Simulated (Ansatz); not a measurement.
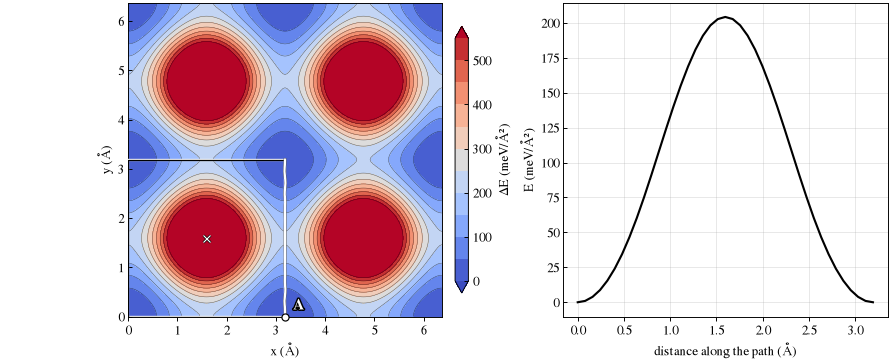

TiAl (Pm-3m, No. 221; 6 atoms in the cell). Gamma surface: rigid slide across a plane, one fault a cell; the plane is (1 0 0) of the conventional cell, and the faces at the cut hold Al and Ti. Places are given modulo a cell vector. The map is drawn in real space over the plane of the slide. Nothing is relaxed (rigid halves, spacing across the cut fixed). Grid: 6 × 6 points; 9 points were computed and 26 follow by symmetry. At 1 point there is no value (left out of the scan, as a rule where atoms come close). Energies: meV/Å², counted from the lowest grid point. Level of theory: DFT PBE, scalar-relativistic, plane waves, PAW in Ansatz. Settings: cutoff 520 eV, k-mesh 14×14×5 in the order of the run's cell vectors, gaussian smearing 0.15 eV, no spin polarisation.

In the figure: filled contours, crosses at grid points without a value, a line along the lowest path, the outline of one cell of the 2 × 2 shown, one colour for all values above the top of the scale, the energy along the path at the right, the start A. Between grid points the surface is interpolated.

Describe the path and its barrier.

The easiest path leads from the well at (0/6, 0/6) of the cell vectors to its copy one period on. Its highest point lies about 200 meV/Å² above the bottom of the first well on the interpolated surface, at (0/6, 3/6) of the cell vectors. The start is the relaxed structure and all else is held, so a fully relaxed path at this level can only be lower.

PAW datasets: the set soft_1.
